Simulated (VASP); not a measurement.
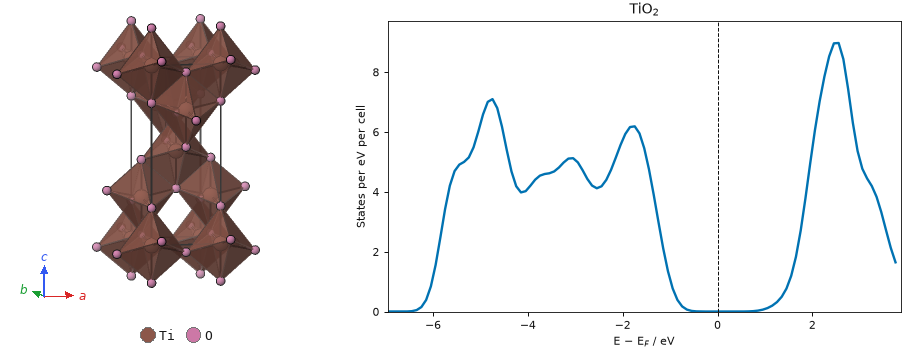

Density of states, beside the structure. Energies are counted from the Fermi level, put mid-gap where there is a gap. The DOS curve is built from the levels of the k mesh with Gaussians 0.55 eV wide, which also blur the band edges; ripples of that width can come from the mesh.

The material is anatase TiO2, space group I4_1/amd, 6 atoms in the primitive cell; a = 3.784 Å, c = 9.515 Å (tetragonal axes).

Level of theory: PBE, VASP PAW PBE potentials, release 64 (Ti_sv, O), no spin polarisation, no spin-orbit coupling, 10×10×10 k mesh, 520 eV cutoff; code VASP.

Metal or insulator, going by the density of states?

Answer. There is a gap; over the k points computed it is 2.10 eV (indirect; the smallest direct gap on the k mesh is 2.44 eV).

LDA, GGA and most meta-GGA functionals understate gaps. The cell is at 6 GPa in this functional.
